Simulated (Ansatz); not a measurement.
## STM study: Ta(100) (Im-3m bulk, 7 atomic planes (those closer than 0.6 Å count as one), 10 Å)

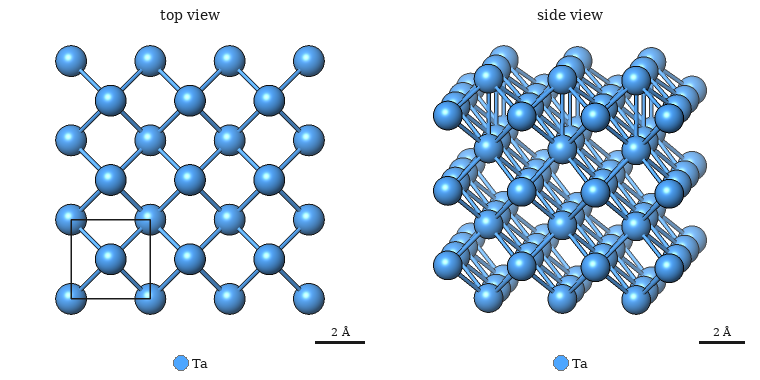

The relaxed structure from above and from the side.

Method: DFT PBE, scalar-relativistic, plane waves, PAW in Ansatz. Cutoff 420 eV, 18 × 18 k-points, Gaussian smearing 0.1 eV, dipole correction. The slab is a cut without reconstruction beyond its cell, at the source's lattice constants, with its lower half held fixed and the rest relaxed. No spin polarisation. Spin–orbit coupling is left out; with Ta it can shift levels and gaps. The run warns that the functional's potential is rough in the thin density of the vacuum, where the tip is; weak contrasts and barriers may feel it.

Tersoff–Hamann simulation (s-wave tip); biases are sample biases. Bias windows are sharp sums over the levels of the k mesh.

Input

```yaml
crystal:
  lattice:
    - [3.30256, 0.0, 0.0]
    - [0.0, 3.30256, 0.0]
    - [0.0, 0.0, 29.9076801789]
  atoms:
    - { symbol: Ta, position: [0.5, 0.5, 0.3343622755] }
    - { symbol: Ta, position: [0.0, 0.0, 0.3895748535] }
    - { symbol: Ta, position: [0.5, 0.5, 0.4447874221] }
    - { symbol: Ta, position: [0.0, 0.0, 0.5013252496] }
    - { symbol: Ta, position: [0.5, 0.5, 0.5587373306] }
    - { symbol: Ta, position: [0.0, 0.0, 0.6143660855] }
    - { symbol: Ta, position: [0.5, 0.5, 0.6633560175] }
basis:
  ecutwfc: 420.0
  fft_grid_basis: typed
kpoints:
  mp_grid: { grid: [18, 18, 1] }
hamiltonian:
  xc: pbe
scf:
  occupations: { method: gaussian, width: 0.1 }
output:
  forces: true
  eigenvalues: true
  band_densities:
    - { e_range: [-2.0, -1.0] }
    - { e_range: [-1.0, -0.5] }
    - { e_range: [-0.5, -0.25] }
    - { e_range: [-0.25, 0.0] }
    - { e_range: [0.0, 0.25] }
    - { e_range: [0.25, 0.5] }
    - { e_range: [0.5, 1.0] }
    - { e_range: [1.0, 1.5] }
  band_residual_tolerance: 1.0e-05
  write_potential: true
  elf: true
  write_density: true
  volumetric_format: npy
efield:
  axis: 3
  dipole_correction: true
  ramp_width: 0.04
checkpoint:
  read: start.run
  write: ck
  compress: false
  write_wavefunctions: false
  write_every: 100000
```

Run with:

```sh
ansatz run input.yaml --threads 1 --pin off --max-ram 2211MiB --backend cpu --events-out ev --progress --plain --runs-dir out
```

Cost without the relaxation before it: 8.8 min on 1 thread of AMD EPYC 7571, with other jobs on the host, peak memory 1.1 GiB.

### 1. Approach curves

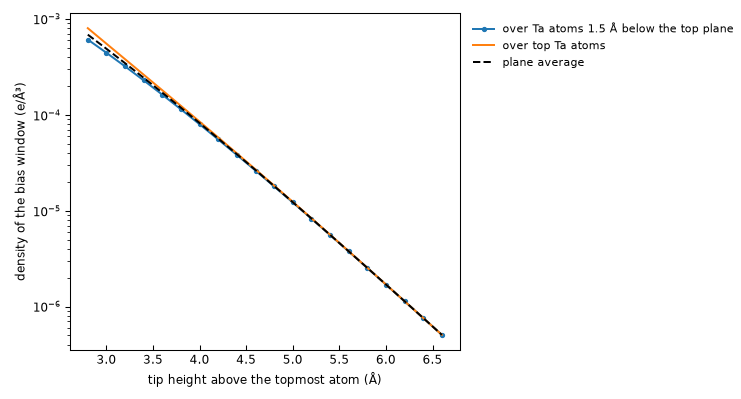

Approach curves over this surface at a sample bias of −0.25 V.

How fast does the current decay, and what apparent barrier height does that imply?

Answer. Near 4 Å the plane average falls as exp(−1.85 z/Å), a factor of 6.3 per ångström, which gives an apparent barrier of 3.3 eV (0.952 eV Å² times the slope squared). The vacuum level lies 3.83 eV above zero bias. The curve is still bending at 4 Å, since the potential hasn't yet risen to the vacuum level: further out the slope reaches 2.01 per Å, an apparent barrier of 3.9 eV. That far value is close to 3.83 eV.

### 2. Barrier map

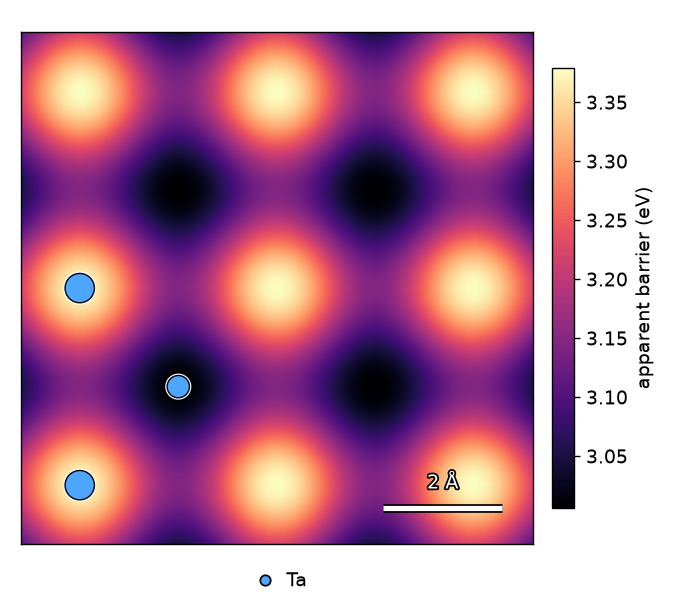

Map of the apparent barrier height, 0.952 eV Å² × (d ln I/dz)², 3.8 Å above this surface at −0.25 V; lighter colours are higher.

Where is the apparent barrier highest and lowest, and over what range?

Answer. It is highest, 3.4 eV, over the top Ta atoms, and lowest, 3.0 eV, over the Ta atoms 1.5 Å below the top plane. The vacuum level lies 3.83 eV above zero bias.

### 3. Bias series

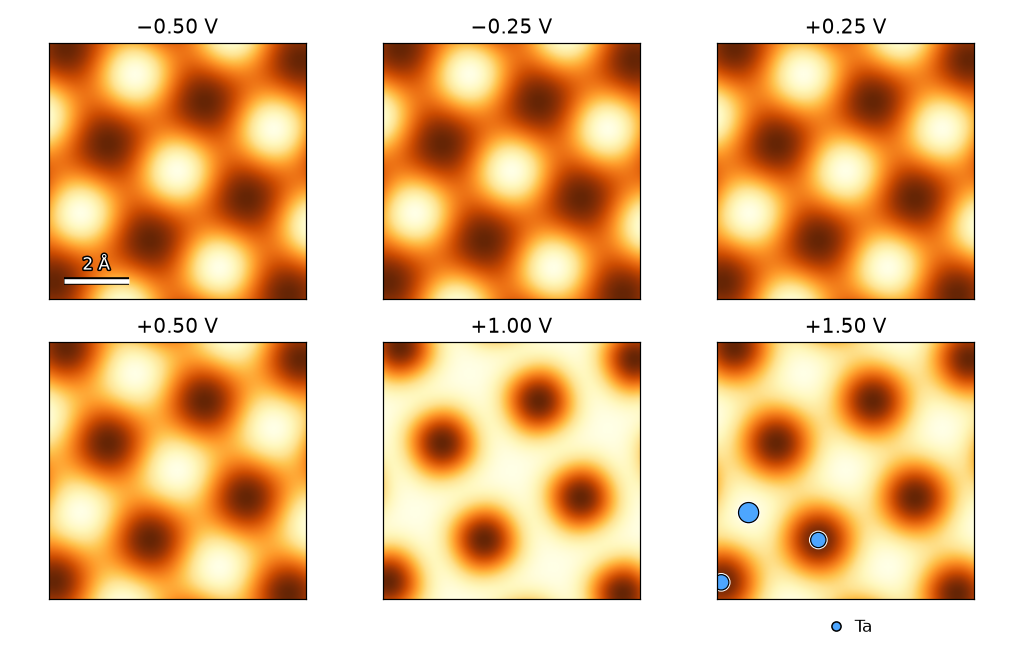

Constant-height images of this surface at 6 sample biases, each on its own colour scale; the last has the atoms seen from above drawn over one corner (deeper ones smaller).

How do the images change with bias?

Answer.
```csv
bias,height (Å),bright/dark,brightest over
−0.50 V,3.5,1.2,top Ta atoms
−0.25 V,3.5,1.1,top Ta atoms
+0.25 V,3.5,1.1,top Ta atoms
+0.50 V,3.5,1.1,top Ta atoms
+1.00 V,3.5,1.2,top Ta atoms
+1.50 V,3.5,1.2,top Ta atoms
```

The slab has states at the Fermi level, so this model gives a current down to small biases. Its work function (top face) is 3.83 eV.

The weakest contrasts here depend on the k mesh and on the tip.
